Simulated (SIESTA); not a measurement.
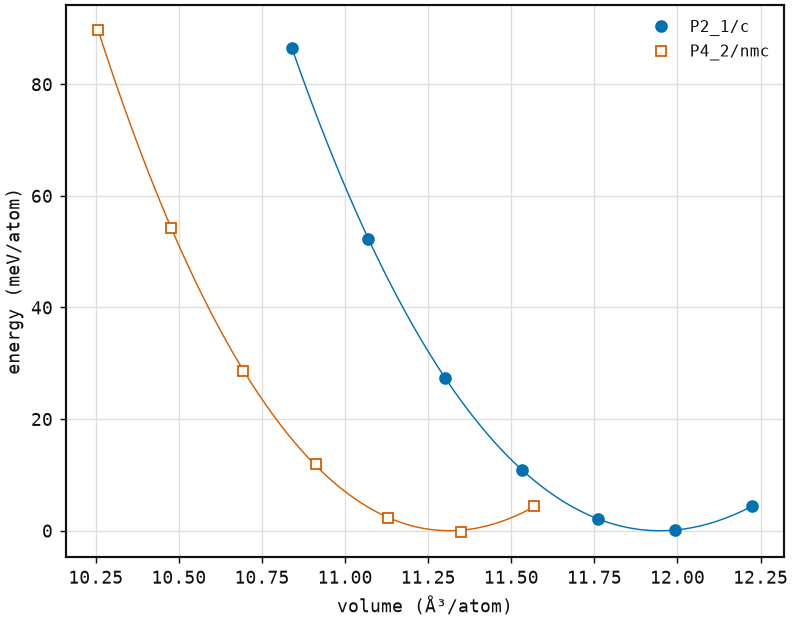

Method: DFT in numerical atomic orbitals with pseudopotentials, no spin polarisation; energies at scaled volumes of the given cell, shape and fractions fixed, counted from the fit's minimum, third-order Birch-Murnaghan fit (SIESTA 5.4.2). Level: PBE.

```csv
setting,value
occupations,Fermi–Dirac
smearing width,0.05 eV
```

Caption: Energy against volume, with one curve for each structure, for HfO₂. Each energy curve has its own zero, so the curves don't rank the structures.

Settings that differ: P2_1/c: k mesh 5×5×5, potentials PseudoDojo-0.4-standard,-converted-to PSML,-two-zetas-on-semicore-shells; P4_2/nmc: k mesh 6×6×4, potentials SG15-1.2,-converted-to-PSML,-two-zetas-o semicore-shells-or-PseudoDojo-by-element.

The fitted equilibrium volumes, smallest first, are P4_2/nmc 11.313, P2_1/c 11.947 Å³/atom. The fitted bulk moduli, smallest first, are P2_1/c 227.9, P4_2/nmc 247.3 GPa.

Limits of the calculation: mulliken charges of long orbitals (P2_1/c); short basis over semicore shells (P2_1/c); shape and atomic fractions are frozen while scaling, which makes layered, chain and framework solids too stiff.
